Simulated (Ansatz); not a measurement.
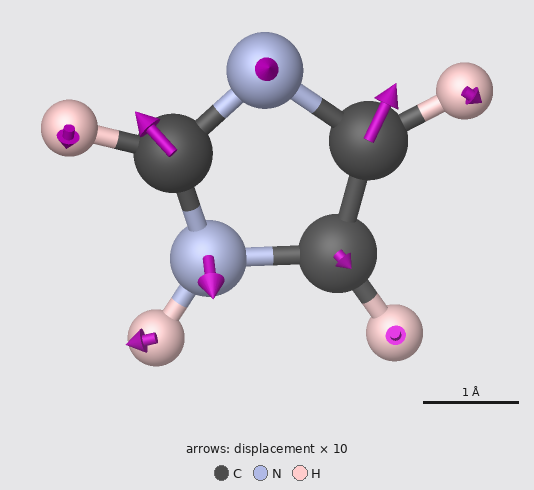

This is a relaxation of C3H4N2 (coarse preliminary run). The starting structure is drawn; purple arrows show the displacements, 10 times their true length. The two geometries are superimposed by the best rigid fit.

A ball-and-stick model, seen at a tilt.

The start comes from a force field.

These are results of RKS PBE-D4/def2-SVP (Ansatz 0.2.0), not measurements. (force threshold 0.03 eV/Å; at most 200 steps)

What happened in the run?

After 5 geometry steps the energy has fallen by 0.438 eV. Largest force component: 5.4 eV/Å at the start, 0.018 eV/Å at the end. A C atom moves most after the best rigid fit: 0.067 Å. Largest moves by element: C 0.067 Å, N 0.055 Å, H 0.034 Å. Some distances before and after: C–C 1.315 → 1.387 Å, C–N 1.301 → 1.372 Å, C–H 1.149 → 1.098 Å, C–N 1.367 → 1.381 Å. Among the angles between lasting bonds that change: N–C–H 116.5° → 121.7°, N–C–H 121.6° → 126.2°, C–N–C 101.2° → 105.3°. The run took 11 s on 4 threads of Intel Xeon Platinum 8259CL @ 2.50GHz, on a shared host.
